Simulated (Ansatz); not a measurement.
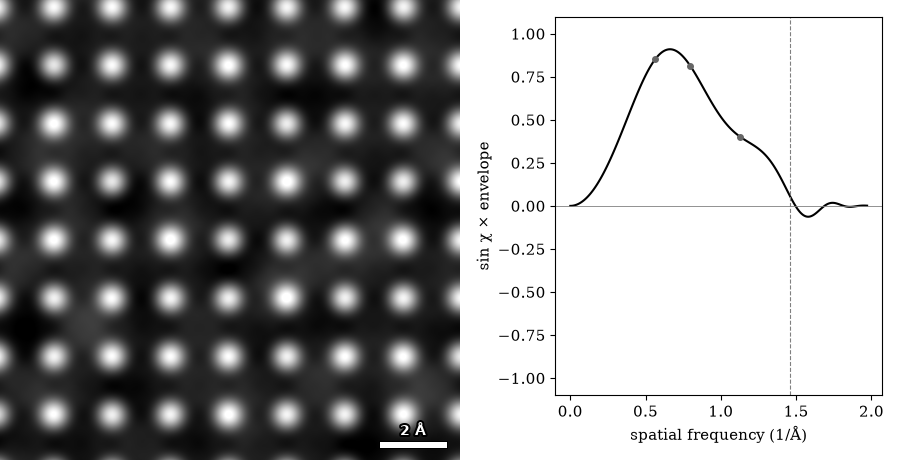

HRTEM-like image of Co (Fm-3m, No. 225) along [001]. Simulated in the weak-phase-object approximation with neutral-atom potentials: 300 kV, Cs = −15 µm, defocus +65 Å (negative is underfocus), defocus spread 15 Å, aperture 1.46 1/Å. The speckle of an amorphous layer was added. Structure used: the geometry relaxed with DFT, revPBE, plane waves (420 eV) with PAW, scalar-relativistic (Ansatz); the starting structure was generated, so it need not be a known form of this composition.

The plot gives the contrast transfer function, the aperture (dashed) and the crystal's spatial frequencies that carry visible contrast (dots).

**What point resolution do these settings give, and which lattice spacings pass?**

About 0.7 Å (0.66 |Cs|^(1/4) λ^(3/4) with λ = 0.0197 Å). The spacings that carry visible contrast are {200} at 1.77 Å, {220} at 1.25 Å, {400} at 0.89 Å.

**Do the atom columns appear dark or bright, and why?**

Bright. With negative Cs and overfocus sin χ is positive over the pass band, so the strongest columns (Co) come out brighter than the background.
